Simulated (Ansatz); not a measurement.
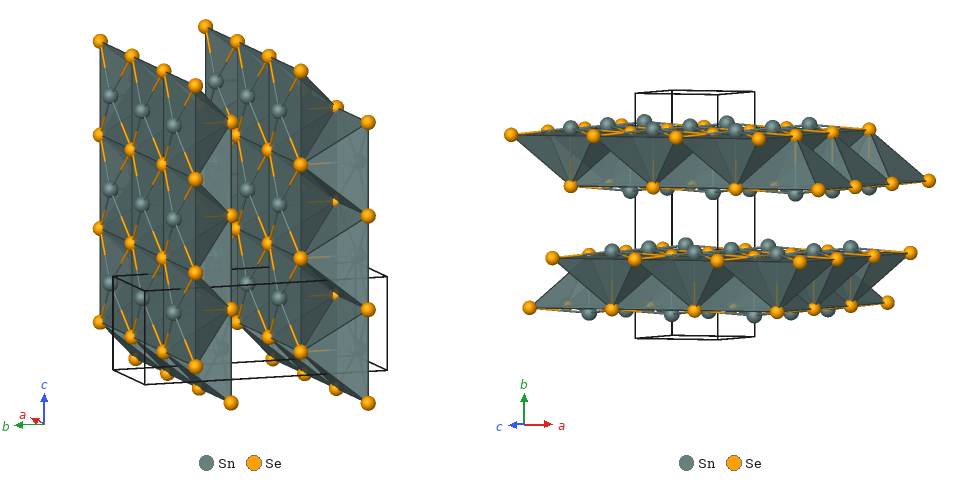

Polyhedra are drawn about Sn (bonds: Se–Sn below 3.4 Å); other atoms are plain spheres. Two views of the same piece.

System SnSe (space group Cmcm, No. 63); source of the atomic positions: a calculation's input that goes back to an entry of the Crystallography Open Database (an earlier step may have relaxed or displaced it).

### What figure surrounds each Sn atom, and what does it share with the other drawn polyhedra?

Sn: SnSe5 square pyramid, sharing edges with eight neighbours and corners with four neighbours.

### How do these polyhedra hang together as a whole?

They form layers of corner- and edge-sharing square pyramids parallel to (010).
